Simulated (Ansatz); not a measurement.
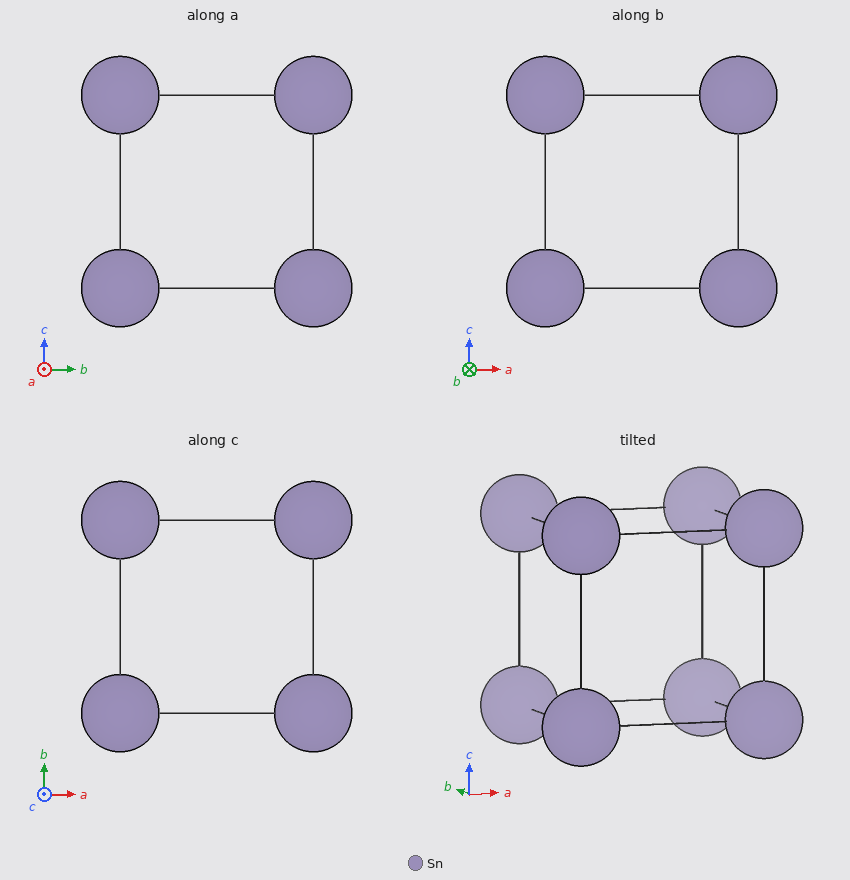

The figure gives a spheres-only picture of the atoms, viewed along the a axis, along the b axis, along the c axis and slightly off an axis. Atoms at the boundary of the conventional unit cell (the box) are drawn once for each face, edge or corner they touch.

Lattice parameters: a = 3.195 Å, b = 3.195 Å, c = 3.195 Å, α = 90.00°, β = 90.00°, γ = 90.00°.

Q: Give the structure in the form of a table of Wyckoff sites.

A: Space group Pm-3m (No. 221).
```tsv
atom	site	x	y	z
Sn	1a	0.0000	0.0000	0.0000
```

The cell started as a structure type filled with this element by a generator (whether the element takes this form wasn't checked). Earlier steps of the study may have refined or changed the cell and positions. An electronic-structure calculation with Ansatz was run on it.
